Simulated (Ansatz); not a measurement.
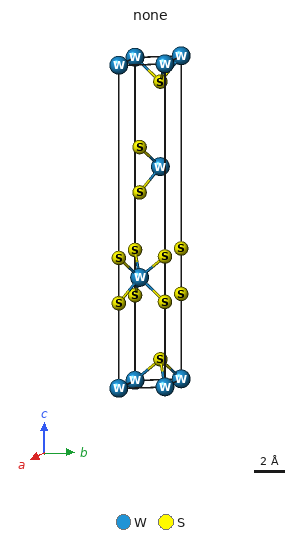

Crystalline WS2 (set up in R3m), relaxed (cell and atoms) with several dispersion corrections. The picture shows the result with none. A ball-and-stick model of the conventional cell (3 times the calculation's cell), seen slightly off an axis. Lengths and directions refer to the drawn axes.

Computed with Ansatz 0.2.0: PBE, Ansatz PAW. Set-up: plane-wave cutoff 420 eV; k-point mesh 10 × 10 × 10; occupations fermi-dirac; smearing width 0.05 eV; no spin polarisation; cell and atoms relaxed; force threshold 0.01 eV/Å.

```csv
dispersion correction,volume (Å³/atom),a (Å),c (Å)
none,21.882,3.188,22.376
D3(BJ)-ATM,17.601,3.162,18.300
D4,?,?,?
D3(BJ),17.387,3.157,18.125
```

> Fill in the missing row.

With D4 the volume falls between D3(BJ) (17.387) and D3(BJ)-ATM (17.601). The calculation gives 17.495 Å³/atom (a = 3.159 Å, c = 18.223 Å). In order of volume: D3(BJ) < D4 < D3(BJ)-ATM < none; the spread is 25.9 %.

Each member starts from this one structure; whether another phase lies lower wasn't checked.
